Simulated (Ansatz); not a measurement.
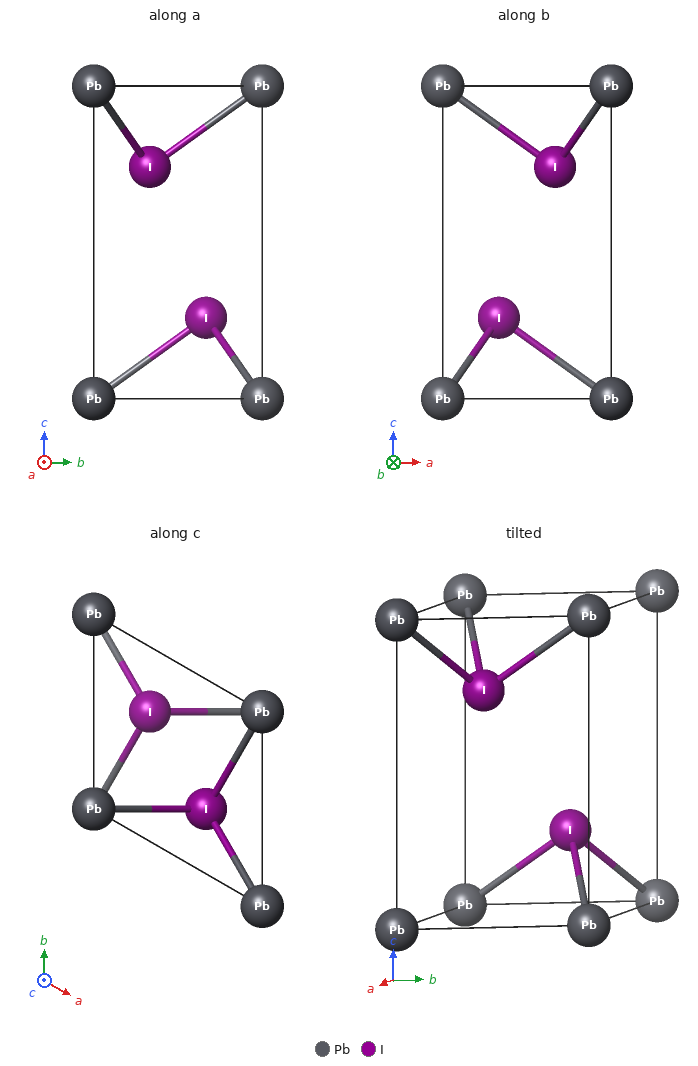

We look at a ball-and-stick model of the crystal along the a axis, along the b axis, along the c axis and slightly off an axis. Lines trace the edges of the conventional unit cell.

Lattice parameters: a = 4.5641 Å, b = 4.5641 Å, c = 7.3294 Å, α = 90.000°, β = 90.000°, γ = 120.000°.

> Put the structure into a CIF in P1 with every atom of the cell, with free fractional coordinates to two decimals.

```cif
data_structure
_symmetry_space_group_name_H-M 'P 1'
_symmetry_Int_Tables_number 1
_cell_length_a 4.5641
_cell_length_b 4.5641
_cell_length_c 7.3294
_cell_angle_alpha 90.000
_cell_angle_beta 90.000
_cell_angle_gamma 120.000
_cell_volume 132.22
loop_
_atom_site_label
_atom_site_type_symbol
_atom_site_fract_x
_atom_site_fract_y
_atom_site_fract_z
_atom_site_occupancy
Pb1 Pb 0.00 0.00 0.00 1
I1 I 0.3333 0.6667 0.26 1
I2 I 0.6667 0.3333 0.74 1
```

It goes back to a structure type filled with these elements by a generator (whether the compound takes this form wasn't checked). The cell was then strained or its atoms displaced on purpose. It was run through Ansatz as a DFT input.
